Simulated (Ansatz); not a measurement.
**Geometry relaxation of W (part 1 of 3)**

System: W (slab, 16 atoms in the cell).
Method: DFT PBE+D3(BJ), scalar-relativistic, plane waves, PAW, no spin polarisation (Ansatz 0.2.0).

The structure derives from an entry of the Crystallography Open Database. The input holds or restrains some coordinates. Forces given for the steps count only the free coordinates. Figures and captions count atoms from 1; the log counts them from 0 in places.

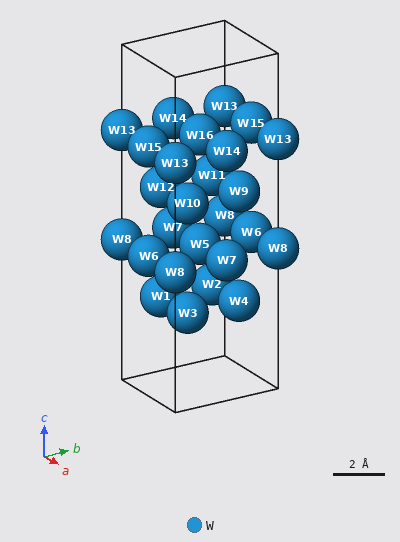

**Figure 1.** The structure as given in the input (spheres-only view of the cell of the calculation, with the vacuum cut short, seen slightly off an axis; atoms are numbered from 1 in the order of the input). An atom can appear more than once, as a periodic image.

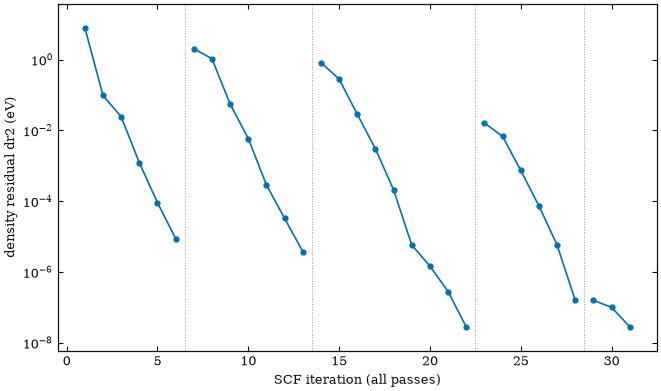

**Figure 2.** Convergence of the self-consistent field: density residual dr2 against the SCF iteration. The dotted lines part the SCF passes of the relaxation: geometry steps, rejected trials and re-solves on a re-selected basis. The 5 passes take 3 to 9 iterations each, 31 in all.

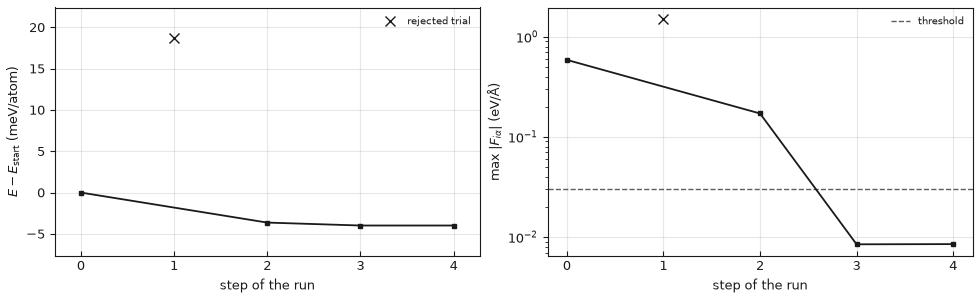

**Figure 3.** Progress of the restrained relaxation, step by step (the first geometry is step 0 here and step 1 in the log).

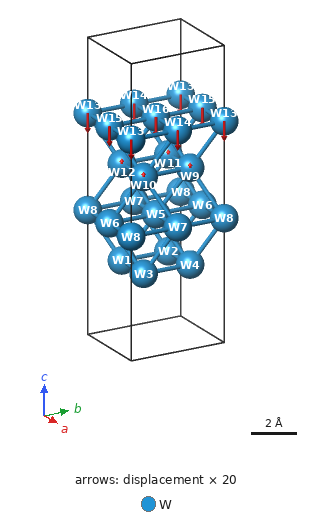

**Figure 4.** The starting structure with the displacements as red arrows, magnified 20 times (ball-and-stick view of the cell of the calculation, with the vacuum cut short, seen slightly off an axis). After 4 geometry steps the energy has fallen by 4.0 meV per atom. The largest force component goes from 0.59 to 0.0085 eV/Å. The line search rejected the trial step at point 1 (counted from 0) and went back. The largest moves, 0.047 Å, are those of W13, W14, W15 and W16. The cell doesn't change. Among the contacts that change: W10–W14 2.736 → 2.688 Å, W5–W12 2.736 → 2.746 Å. (Atoms are counted from 1 in the order of the input.)

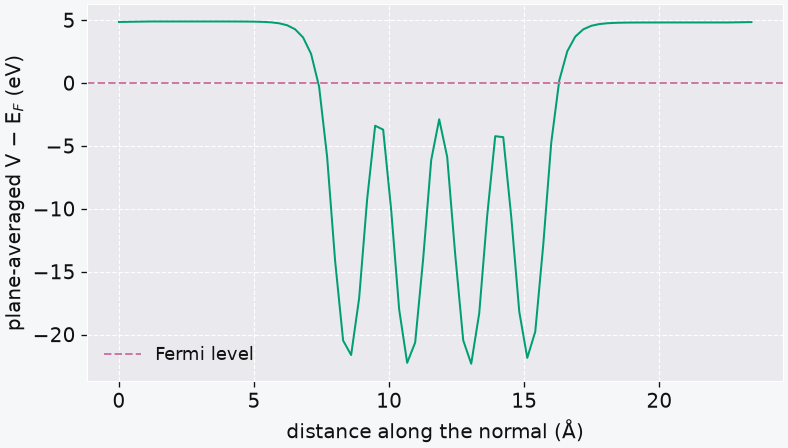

**Figure 5.** Plane average of the electrostatic potential energy of an electron across the cell, from the Fermi level. The vacuum level lies 4.82 eV above the Fermi level on the upper side and 4.90 eV on the lower.

The input that produced these results follows, with the program's output.

Input:
```yaml
crystal:
  lattice:
    - [5.4723966476, 0.0, 0.0]
    - [-1.8241322159, 5.1594250385, 0.0]
    - [0.0, 0.0, 23.7022897284]
  atoms:
    - { symbol: W, position: [0.25, 0.25, 0.3586151421] }
    - { symbol: W, position: [0.25, 0.75, 0.3586151421] }
    - { symbol: W, position: [0.75, 0.25, 0.3586151421] }
    - { symbol: W, position: [0.75, 0.75, 0.3586151421] }
    - { symbol: W, position: [0.5, 0.5, 0.452871714] }
    - { symbol: W, position: [0.5, 0.0, 0.452871714] }
    - { symbol: W, position: [0.0, 0.5, 0.452871714] }
    - { symbol: W, position: [0.0, 0.0, 0.452871714] }
    - { symbol: W, position: [0.75, 0.75, 0.547128286] }
    - { symbol: W, position: [0.75, 0.25, 0.547128286] }
    - { symbol: W, position: [0.25, 0.75, 0.547128286] }
    - { symbol: W, position: [0.25, 0.25, 0.547128286] }
    - { symbol: W, position: [0.0, 0.0, 0.6413848579] }
    - { symbol: W, position: [0.0, 0.5, 0.6413848579] }
    - { symbol: W, position: [0.5, 0.0, 0.6413848579] }
    - { symbol: W, position: [0.5, 0.5, 0.6413848579] }
basis:
  ecutwfc: 420
kpoints:
  mp_grid: { grid: [6, 6, 1] }
hamiltonian:
  xc: pbe
  dispersion: d3bj
scf:
  occupations: { method: gaussian, width: 0.1 }
output:
  forces: true
  eigenvalues: true
relax:
  adjacent_minimum: "off"
  f_tol: 0.03
  max_steps: 70
  constraints: [{ sites: [0, 1, 2, 3, 4, 5, 6, 7] }]
efield:
  axis: 3
  dipole_correction: true
```

Launch command:
```bash
ansatz run input.yaml --threads 4 --pin off --max-ram 10240MiB --backend cpu --events-out ev --progress --plain --runs-dir out
```

Output:
```
Engine: ansatz 0.2.0, x86_64-unknown-linux-gnu
Pseudopotentials: kind: paw
Pseudopotential: W, paw, valence charge 14, recommended cutoff 420 eV (normal), W.paw.azcp
Functional definition: PBE
  parameter kappa = 0.804
  parameter beta = 0.06672455060314922
  exchange = pbe_x(kappa = kappa, mu = beta*pi^2/3)
  correlation = pbe_c(beta = beta)
Crystal: 16 atoms, lattice volume = 669.220 Å³
Basis set: ecut = 420 eV, 13103 PW (Γ), exchange–correlation on 80×80×320 points (8 copies of the dense FFT grid, shifted against one another)
Bands: 135, of which v1, the nominal top of the filled ones, is band 112 counted from 1 (111 counted from 0)
Symmetry: 16 space group operations
k-points: 13 of 36
Non-local potential: W, projectors of the file, l = 0: 3, l = 1: 2, l = 2: 2, l = 3: 1
PAW form: soft (Blöchl's): semilocal exchange-correlation on the pseudo side does not see the compensation charge
PAW one-centre angular grid: W, 590 points (default); XC on 64 Gauss nodes
Initial density: superposition of atomic densities (neutral atoms: chi_scale 0, normalization atom), corrected by the library's trained network
Initial wavefunctions: pseudopotential atomic-orbital guess
Functional: x = pbe(κ = 0.804, μ = 0.2195149727645171), c = pbe(β = 0.06672455060314922)
SCF iter   1: F=—  HF=-166153.967753 eV  |F-HF|=—  |Δ(HF+E_count)|=         —  Δρ=1.00e-2  dr2=8.04e0  ethr=1.77e-3  p=0.000 e·Å  D=1.77e-13 V/Å  ΔV_dip=-0.00 eV  dr2_dipole=4.96e-9  V_vac-E_F(+/−)=5.04/5.04 eV  ⟨swp⟩=9.4  Hψ=8877  notcnv=0
efield: sawtooth ramp at fractional position 0.9500 (placed from the atoms, in the widest stretch of the axis that holds none; the zero of the levels goes with the place), width 0.1000; the density the first Hamiltonian is built on has a dipole p = 0.000 e·Å; the dipole correction subtracts the counter field D = 1.77e-13 V/Å, which shifts the + side's vacuum level by -0.00 eV against the − side's; the planar-averaged density in the ramp window peaks in size at 3.0e-5 e/Å³
preconditioner: auto → LDOS  [metal: Δε(μ)=0.044 eV  Ē_g=4.589 eV  σ=0.100 eV  W_gap=0.24  n_scr=120 (ndim 8)  ℏωp=14.1 eV  f_vac=0.544  D(μ)=15.16/eV (n_scr^D=94)  β→1.0]
SCF iter   2: F=—  HF=-166153.597911 eV  |F-HF|=—  |Δ(HF+E_count)|=   3.70e-1  Δρ=2.72e-3  dr2=9.75e-2  ethr=1.77e-3  p=0.000 e·Å  D=9.87e-7 V/Å  ΔV_dip=-0.00 eV  dr2_dipole=7.79e-11  V_vac-E_F(+/−)=4.92/4.92 eV  ⟨swp⟩=2.4  Hψ=2136  notcnv=0  defer=119
SCF iter   3: F=—  HF=-166153.598342 eV  |F-HF|=—  |Δ(HF+E_count)|=   4.31e-4  Δρ=8.82e-4  dr2=2.45e-2  ethr=4.35e-5  p=0.000 e·Å  D=5.11e-8 V/Å  ΔV_dip=-0.00 eV  dr2_dipole=4.15e-9  V_vac-E_F(+/−)=4.89/4.89 eV  ⟨swp⟩=3.8  Hψ=3697  notcnv=0  defer=166
SCF iter   4: F=—  HF=-166153.597035 eV  |F-HF|=—  |Δ(HF+E_count)|=   1.31e-3  Δρ=2.25e-4  dr2=1.23e-3  ethr=1.10e-5  p=-0.000 e·Å  D=-2.54e-7 V/Å  ΔV_dip=0.00 eV  dr2_dipole=2.58e-9  V_vac-E_F(+/−)=4.89/4.89 eV  ⟨swp⟩=2.0  Hψ=2133  notcnv=0  defer=166
SCF iter   5: F=—  HF=-166153.597137 eV  |F-HF|=—  |Δ(HF+E_count)|=   1.02e-4  Δρ=7.88e-5  dr2=9.11e-5  ethr=5.48e-7  p=0.000 e·Å  D=6.08e-8 V/Å  ΔV_dip=-0.00 eV  dr2_dipole=7.81e-10  V_vac-E_F(+/−)=4.88/4.88 eV  ⟨swp⟩=3.8  Hψ=3545  notcnv=0  defer=140
SCF iter   6: F=-166153.597151 eV  HF=-166153.597150 eV  |F-HF|=9.38e-7  |Δ(HF+E_count)|=   1.32e-5  Δρ=2.20e-5  dr2=8.82e-6  ethr=1.00e-8  p=0.000 e·Å  D=6.25e-8 V/Å  ΔV_dip=-0.00 eV  dr2_dipole=1.35e-10  V_vac-E_F(+/−)=4.88/4.88 eV  ⟨swp⟩=15.4  Hψ=9648  notcnv=0
SCF 1 converged in 6 iterations: F = -166153.597151 eV  dr2 = 8.82e-6
  greatest PAW one-centre occupation: 1.000 electrons in one spin orbital (limit 2), on the W atom at site 3 (counted from 0), in its partial waves of l = 0
relax step   1: F+E_penalty+E_count = -166153.59715080 eV  Δ(F+E_penalty+E_count) = +0.000e0 eV  max|allowed force component| = 5.880e-1 eV/Å  Δτ_max = 0.0000 Å  (6 SCF iters, dr2 threshold 2.25e-5 eV, accepted)
Initial density: handed on by an earlier stage of this run
Initial wavefunctions: those handed on with the density
iter 1 solved again at ethr=8.92e-4 eV; its pass at ethr=3.10e-3 eV (dr2=2.00e0 eV) is discarded
SCF iter   1: F=—  HF=-166153.547561 eV  |F-HF|=—  |Δ(HF+E_count)|=         —  Δρ=9.59e-3  dr2=2.05e0  ethr=8.92e-4  p=0.000 e·Å  D=4.99e-7 V/Å  ΔV_dip=-0.00 eV  dr2_dipole=2.16e-2  V_vac-E_F(+/−)=4.90/4.90 eV  ⟨swp⟩=2.0  Hψ=6485  notcnv=0  defer=100
efield: sawtooth ramp at fractional position 0.9500 (handed on by an earlier solve), width 0.1000; the density the first Hamiltonian is built on has a dipole p = 0.000 e·Å; the dipole correction subtracts the counter field D = 4.99e-7 V/Å, which shifts the + side's vacuum level by -0.00 eV against the − side's; the planar-averaged density in the ramp window peaks in size at 2.1e-6 e/Å³
preconditioner: auto → LDOS  [metal: Δε(μ)=0.006 eV  Ē_g=4.685 eV  σ=0.100 eV  W_gap=0.03  n_scr=120 (ndim 8)  ℏωp=14.1 eV  f_vac=0.552  D(μ)=13.89/eV (n_scr^D=80)  β→1.0]
SCF iter   2: F=—  HF=-166153.437404 eV  |F-HF|=—  |Δ(HF+E_count)|=   1.10e-1  Δρ=5.99e-3  dr2=1.06e0  ethr=8.92e-4  p=0.044 e·Å  D=1.19e-2 V/Å  ΔV_dip=-0.28 eV  dr2_dipole=5.31e-2  V_vac-E_F(+/−)=4.65/4.93 eV  ⟨swp⟩=3.2  Hψ=3085  notcnv=0  defer=100
SCF iter   3: F=—  HF=-166153.306073 eV  |F-HF|=—  |Δ(HF+E_count)|=   1.31e-1  Δρ=1.60e-3  dr2=5.58e-2  ethr=4.74e-4  p=0.031 e·Å  D=8.36e-3 V/Å  ΔV_dip=-0.20 eV  dr2_dipole=5.48e-3  V_vac-E_F(+/−)=4.73/4.93 eV  ⟨swp⟩=2.0  Hψ=2725  notcnv=0  defer=133
SCF iter   4: F=—  HF=-166153.296349 eV  |F-HF|=—  |Δ(HF+E_count)|=   9.72e-3  Δρ=5.37e-4  dr2=5.90e-3  ethr=2.49e-5  p=0.037 e·Å  D=9.92e-3 V/Å  ΔV_dip=-0.24 eV  dr2_dipole=3.80e-4  V_vac-E_F(+/−)=4.69/4.93 eV  ⟨swp⟩=3.0  Hψ=3253  notcnv=0  defer=159
SCF iter   5: F=—  HF=-166153.296812 eV  |F-HF|=—  |Δ(HF+E_count)|=   4.63e-4  Δρ=1.86e-4  dr2=2.89e-4  ethr=2.63e-6  p=0.039 e·Å  D=1.05e-2 V/Å  ΔV_dip=-0.25 eV  dr2_dipole=1.26e-5  V_vac-E_F(+/−)=4.68/4.93 eV  ⟨swp⟩=2.2  Hψ=2268  notcnv=0  defer=159
SCF iter   6: F=—  HF=-166153.297001 eV  |F-HF|=—  |Δ(HF+E_count)|=   1.88e-4  Δρ=6.54e-5  dr2=3.28e-5  ethr=1.29e-7  p=0.039 e·Å  D=1.06e-2 V/Å  ΔV_dip=-0.25 eV  dr2_dipole=1.24e-7  V_vac-E_F(+/−)=4.68/4.93 eV  ⟨swp⟩=2.7  Hψ=2825  notcnv=0  defer=161
SCF iter   7: F=-166153.297046 eV  HF=-166153.297043 eV  |F-HF|=2.34e-6  |Δ(HF+E_count)|=   4.28e-5  Δρ=2.02e-5  dr2=3.79e-6  ethr=9.65e-9  p=0.040 e·Å  D=1.07e-2 V/Å  ΔV_dip=-0.25 eV  dr2_dipole=2.40e-8  V_vac-E_F(+/−)=4.68/4.93 eV  ⟨swp⟩=15.8  Hψ=9072  notcnv=0
SCF 2 converged in 7 iterations: F = -166153.297046 eV  dr2 = 3.79e-6
relax step   2: F+E_penalty+E_count = -166153.29704567 eV  Δ(F+E_penalty+E_count) = +3.001e-1 eV  max|allowed force component| = 1.514e0 eV/Å  Δτ_max = 0.1580 Å  (7 SCF iters, dr2 threshold 2.16e-5 eV, rejected (line search))
iter 1 solved again at ethr=3.86e-4 eV; its pass at ethr=3.10e-3 eV (dr2=8.65e-1 eV) is discarded
SCF iter   1: F=—  HF=-166153.752056 eV  |F-HF|=—  |Δ(HF+E_count)|=         —  Δρ=5.99e-3  dr2=8.27e-1  ethr=3.86e-4  p=0.040 e·Å  D=1.07e-2 V/Å  ΔV_dip=-0.25 eV  dr2_dipole=2.78e-2  V_vac-E_F(+/−)=4.67/4.93 eV  ⟨swp⟩=2.0  Hψ=5763  notcnv=0  defer=137
efield: sawtooth ramp at fractional position 0.9500 (handed on by an earlier solve), width 0.1000; the density the first Hamiltonian is built on has a dipole p = 0.040 e·Å; the dipole correction subtracts the counter field D = 1.07e-2 V/Å, which shifts the + side's vacuum level by -0.25 eV against the − side's; the planar-averaged density in the ramp window peaks in size at 2.9e-6 e/Å³
preconditioner: auto → LDOS  [metal: Δε(μ)=0.035 eV  Ē_g=4.584 eV  σ=0.100 eV  W_gap=0.20  n_scr=120 (ndim 8)  ℏωp=14.1 eV  f_vac=0.544  D(μ)=15.77/eV (n_scr^D=98)  β→1.0]
SCF iter   2: F=—  HF=-166153.695397 eV  |F-HF|=—  |Δ(HF+E_count)|=   5.67e-2  Δρ=3.39e-3  dr2=2.83e-1  ethr=3.69e-4  p=0.013 e·Å  D=3.57e-3 V/Å  ΔV_dip=-0.08 eV  dr2_dipole=6.56e-3  V_vac-E_F(+/−)=4.82/4.90 eV  ⟨swp⟩=3.2  Hψ=2858  notcnv=0  defer=137
SCF iter   3: F=—  HF=-166153.659748 eV  |F-HF|=—  |Δ(HF+E_count)|=   3.56e-2  Δρ=1.03e-3  dr2=2.87e-2  ethr=1.26e-4  p=0.021 e·Å  D=5.68e-3 V/Å  ΔV_dip=-0.13 eV  dr2_dipole=4.51e-3  V_vac-E_F(+/−)=4.77/4.90 eV  ⟨swp⟩=2.5  Hψ=2769  notcnv=0  defer=139
SCF iter   4: F=—  HF=-166153.654794 eV  |F-HF|=—  |Δ(HF+E_count)|=   4.95e-3  Δρ=2.84e-4  dr2=3.03e-3  ethr=1.28e-5  p=0.017 e·Å  D=4.70e-3 V/Å  ΔV_dip=-0.11 eV  dr2_dipole=9.79e-4  V_vac-E_F(+/−)=4.79/4.90 eV  ⟨swp⟩=3.0  Hψ=3001  notcnv=0  defer=141
SCF iter   5: F=—  HF=-166153.655015 eV  |F-HF|=—  |Δ(HF+E_count)|=   2.21e-4  Δρ=1.02e-4  dr2=2.09e-4  ethr=1.35e-6  p=0.016 e·Å  D=4.26e-3 V/Å  ΔV_dip=-0.10 eV  dr2_dipole=2.17e-5  V_vac-E_F(+/−)=4.80/4.90 eV  ⟨swp⟩=2.0  Hψ=2365  notcnv=0  defer=141
SCF iter   6: F=—  HF=-166153.655032 eV  |F-HF|=—  |Δ(HF+E_count)|=   1.71e-5  Δρ=3.46e-5  dr2=5.83e-6  ethr=9.32e-8  p=0.016 e·Å  D=4.27e-3 V/Å  ΔV_dip=-0.10 eV  dr2_dipole=1.81e-7  V_vac-E_F(+/−)=4.80/4.90 eV  ⟨swp⟩=2.5  Hψ=2476  notcnv=0  defer=141
SCF iter   7: F=—  HF=-166153.655272 eV  |F-HF|=—  |Δ(HF+E_count)|=   2.40e-4  Δρ=1.48e-5  dr2=1.47e-6  ethr=2.60e-9  p=0.016 e·Å  D=4.25e-3 V/Å  ΔV_dip=-0.10 eV  dr2_dipole=1.89e-9  V_vac-E_F(+/−)=4.80/4.90 eV  ⟨swp⟩=3.1  Hψ=3402  notcnv=0  defer=166
SCF iter   8: F=—  HF=-166153.655275 eV  |F-HF|=—  |Δ(HF+E_count)|=   2.43e-6  Δρ=4.40e-6  dr2=2.81e-7  ethr=6.56e-10  p=0.016 e·Å  D=4.26e-3 V/Å  ΔV_dip=-0.10 eV  dr2_dipole=1.00e-7  V_vac-E_F(+/−)=4.80/4.90 eV  ⟨swp⟩=2.4  Hψ=2357  notcnv=0  defer=166
SCF iter   9: F=-166153.655275 eV  HF=-166153.655275 eV  |F-HF|=3.32e-9  |Δ(HF+E_count)|=   2.85e-7  Δρ=1.38e-6  dr2=2.81e-8  ethr=4.46e-11  p=0.016 e·Å  D=4.26e-3 V/Å  ΔV_dip=-0.10 eV  dr2_dipole=5.72e-9  V_vac-E_F(+/−)=4.80/4.90 eV  ⟨swp⟩=15.3  Hψ=8892  notcnv=0
SCF 3 converged in 9 iterations: F = -166153.655275 eV  dr2 = 2.81e-8
relax step   3: F+E_penalty+E_count = -166153.65527485 eV  Δ(F+E_penalty+E_count) = -5.812e-2 eV  max|allowed force component| = 1.714e-1 eV/Å  Δτ_max = 0.0618 Å  (9 SCF iters, accepted)
SCF iter   1: F=—  HF=-166153.662684 eV  |F-HF|=—  |Δ(HF+E_count)|=         —  Δρ=8.45e-4  dr2=1.64e-2  ethr=8.11e-5  p=0.016 e·Å  D=4.26e-3 V/Å  ΔV_dip=-0.10 eV  dr2_dipole=4.53e-4  V_vac-E_F(+/−)=4.80/4.90 eV  ⟨swp⟩=2.4  Hψ=2848  notcnv=0  defer=70
efield: sawtooth ramp at fractional position 0.9500 (handed on by an earlier solve), width 0.1000; the density the first Hamiltonian is built on has a dipole p = 0.016 e·Å; the dipole correction subtracts the counter field D = 4.26e-3 V/Å, which shifts the + side's vacuum level by -0.10 eV against the − side's; the planar-averaged density in the ramp window peaks in size at 2.5e-6 e/Å³
preconditioner: auto → LDOS  [metal: Δε(μ)=0.003 eV  Ē_g=4.582 eV  σ=0.100 eV  W_gap=0.02  n_scr=120 (ndim 8)  ℏωp=14.1 eV  f_vac=0.544  D(μ)=16.30/eV (n_scr^D=98)  β→1.0]
SCF iter   2: F=—  HF=-166153.661462 eV  |F-HF|=—  |Δ(HF+E_count)|=   1.22e-3  Δρ=4.90e-4  dr2=6.77e-3  ethr=7.32e-6  p=0.012 e·Å  D=3.23e-3 V/Å  ΔV_dip=-0.08 eV  dr2_dipole=3.19e-4  V_vac-E_F(+/−)=4.82/4.90 eV  ⟨swp⟩=3.0  Hψ=2774  notcnv=0  defer=71
SCF iter   3: F=—  HF=-166153.660769 eV  |F-HF|=—  |Δ(HF+E_count)|=   6.94e-4  Δρ=1.55e-4  dr2=7.45e-4  ethr=3.02e-6  p=0.013 e·Å  D=3.52e-3 V/Å  ΔV_dip=-0.08 eV  dr2_dipole=1.53e-4  V_vac-E_F(+/−)=4.81/4.90 eV  ⟨swp⟩=3.0  Hψ=2931  notcnv=0  defer=71
SCF iter   4: F=—  HF=-166153.660929 eV  |F-HF|=—  |Δ(HF+E_count)|=   1.60e-4  Δρ=4.28e-5  dr2=7.44e-5  ethr=3.33e-7  p=0.012 e·Å  D=3.38e-3 V/Å  ΔV_dip=-0.08 eV  dr2_dipole=2.70e-5  V_vac-E_F(+/−)=4.82/4.90 eV  ⟨swp⟩=2.8  Hψ=2649  notcnv=0  defer=71
SCF iter   5: F=—  HF=-166153.660937 eV  |F-HF|=—  |Δ(HF+E_count)|=   8.72e-6  Δρ=1.62e-5  dr2=5.82e-6  ethr=3.32e-8  p=0.012 e·Å  D=3.33e-3 V/Å  ΔV_dip=-0.08 eV  dr2_dipole=1.90e-7  V_vac-E_F(+/−)=4.82/4.90 eV  ⟨swp⟩=2.1  Hψ=2388  notcnv=0  defer=71
SCF iter   6: F=-166153.660938 eV  HF=-166153.660938 eV  |F-HF|=4.30e-7  |Δ(HF+E_count)|=   6.36e-7  Δρ=5.65e-6  dr2=1.59e-7  ethr=8.20e-10  p=0.012 e·Å  D=3.34e-3 V/Å  ΔV_dip=-0.08 eV  dr2_dipole=2.34e-9  V_vac-E_F(+/−)=4.82/4.90 eV  ⟨swp⟩=13.2  Hψ=8656  notcnv=0
SCF 4 converged in 6 iterations: F = -166153.660938 eV  dr2 = 1.59e-7
relax step   4: F+E_penalty+E_count = -166153.66093845 eV  Δ(F+E_penalty+E_count) = -5.664e-3 eV  max|allowed force component| = 8.455e-3 eV/Å  Δτ_max = 0.0144 Å  (6 SCF iters, dr2 threshold 1.84e-6 eV, accepted)
iter 1 solved again at ethr=7.14e-11 eV; its pass at ethr=3.10e-3 eV (dr2=1.60e-7 eV) is discarded
```
